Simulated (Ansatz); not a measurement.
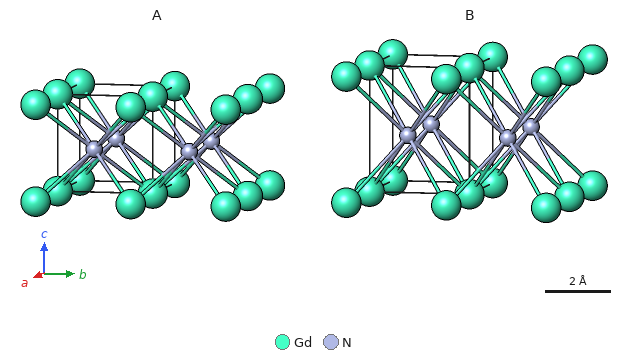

Two geometries of solid GdN (a generated structure, set up in P4/mmm) (coarse preliminary run), drawn at one scale. One is the start of a relaxation, the other its converged end. A ball-and-stick model of the cell of the calculation, repeated 2 × 2 × 1 with one cell outlined, seen slightly off an axis.

Computed with DFT PBE, scalar-relativistic, plane waves, PAW (Ansatz). Settings: plane-wave cutoff 420 eV; k-point mesh 6 × 6 × 4; occupations gaussian; smearing width 0.1 eV; collinear spin; cell and atoms relaxed; force threshold 0.04 eV/Å; at most 70 steps.

Which one is relaxed?

Structure A is the relaxed one. The energy falls by 2.024 eV per cell of the calculation in 9 accepted moves (11 points after the start). All forces vanish by symmetry, so only the cell relaxes. The pressure goes from −20.45 to 0.00 GPa. The SCF was repeated twice at an unchanged geometry on a basis and grid sized afresh for the cell, which shifted the energy by 5.8 meV per cell of the calculation at most. No atom moves by more than 0.005 Å relative to the cell. The drawn cell changes as follows: a = b 3.187 → 3.033 Å (−4.8 %), c 3.944 → 3.029 Å (−23.2 %); the volume changes by −30.4 %. Near-neighbour distances that change, for instance: Gd–Gd 3.944 → 3.029 Å, Gd–N 2.995 → 2.626 Å, Gd–Gd 3.187 → 3.033 Å. The space group (tolerance 0.01 Å) goes from P4/mmm (No. 123) to Pm-3m (No. 221).

Limits of the set-up: the k-point mesh is coarse for a cell with partly filled bands.
